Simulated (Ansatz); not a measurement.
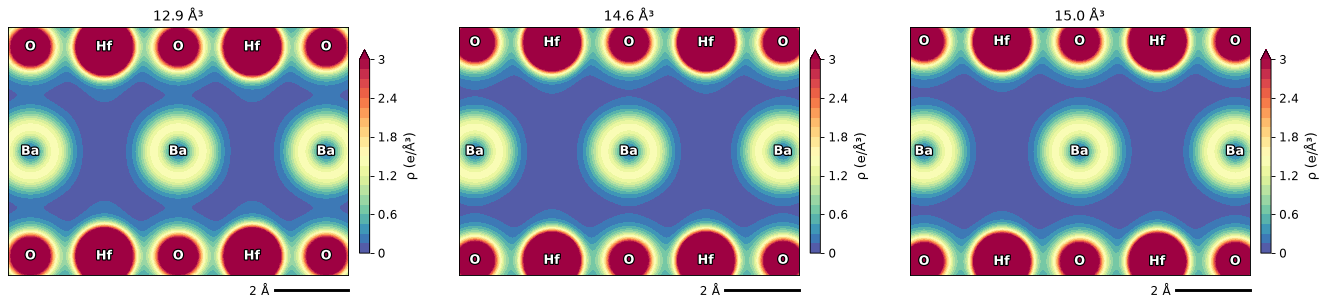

BaHfO3. The valence electron density of cells scaled evenly to different volumes (given per atom above each panel), on the (011̄) plane of each (indices in the axes of the cell below), at one length scale and on one colour scale.

Started from the cubic perovskite prototype, which need not be the ambient phase.

All numbers below come from Ansatz 0.2.0, DFT, HSE06, plane waves, PAW.

In a PAW calculation such maps are meaningful between the atoms, not at the nuclei.

The largest cell:

```cif
data_structure
_symmetry_space_group_name_H-M 'P 1'
_symmetry_Int_Tables_number 1
_cell_length_a 4.2606
_cell_length_b 4.2606
_cell_length_c 4.2606
_cell_angle_alpha 90.000
_cell_angle_beta 90.000
_cell_angle_gamma 90.000
_cell_volume 77.34
loop_
_atom_site_label
_atom_site_type_symbol
_atom_site_fract_x
_atom_site_fract_y
_atom_site_fract_z
_atom_site_occupancy
Ba1 Ba 0.00000 0.00000 0.00000 1
Hf1 Hf 0.50000 0.50000 0.50000 1
O1 O 0.50000 0.50000 0.00000 1
O2 O 0.50000 0.00000 0.50000 1
O3 O 0.00000 0.50000 0.50000 1
```

| volume (Å³/atom) | Hf–O contact in the plane (Å) | ρ at its midpoint (e/Å³) | pressure (GPa) | gap on the mesh (eV) | 
| --- | --- | --- | --- | --- |
| 12.90 | 2.005 | 0.943 | 26.7 | 5.38 | 
| 13.72 | 2.047 | ? | ? | ? | 
| 14.58 | 2.089 | 0.748 | −0.2 | 5.18 | 
| 15.02 | 2.109 | 0.709 | −5.0 | 5.11 | 
| 15.47 | 2.130 | 0.670 | −9.0 | 5.03 | 

> Estimate the missing row, and compare with the calculation.

Over the known rows ln ρ falls by 2.74 per Å of Hf–O distance (a least-squares line), which gives 0.840 e/Å³ at 2.047 Å; the calculation gives 0.839 e/Å³. For the pressure, a straight line in volume between the neighbouring rows gives 13.6 GPa; the calculation gives 11.4, lower because pressure rises ever faster on compression. For the gap on the mesh, a straight line in volume between the neighbouring rows gives 5.28 eV; the calculation gives 5.31.
